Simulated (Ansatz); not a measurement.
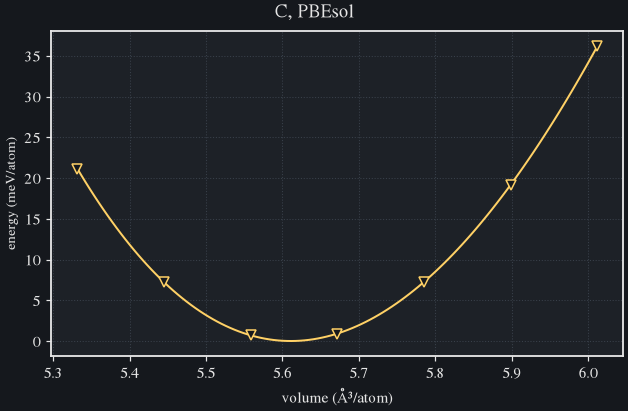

The picture above shows the energy against volume for C, space group Fd-3m (No. 227).

Cell as given: a = 2.522 Å, b = 2.522 Å, c = 2.522 Å, α = 60.00°, β = 60.00°, γ = 60.00°; 2 atoms.

How it was computed, with Ansatz 0.2.0: all-electron LAPW DFT, no spin polarisation; energies at scaled volumes of the given cell, shape and fractions fixed, counted from the fit's minimum, third-order Birch-Murnaghan fit. Level: PBEsol.

- k mesh: 13×13×13
- occupations: Fermi–Dirac
- smearing width: 0.05 eV
- potentials: all electron LAPW, scalar relativistic
- program settings: basis error eV/atom 0.001

Tabulate the plotted points.

```json
{"volume (Å³/atom)": "5.3315", "energy (meV/atom)": "21.15"}
{"volume (Å³/atom)": "5.4450", "energy (meV/atom)": "7.22"}
{"volume (Å³/atom)": "5.5584", "energy (meV/atom)": "0.70"}
{"volume (Å³/atom)": "5.6718", "energy (meV/atom)": "0.92"}
{"volume (Å³/atom)": "5.7853", "energy (meV/atom)": "7.27"}
{"volume (Å³/atom)": "5.8987", "energy (meV/atom)": "19.20"}
{"volume (Å³/atom)": "6.0122", "energy (meV/atom)": "36.21"}
```
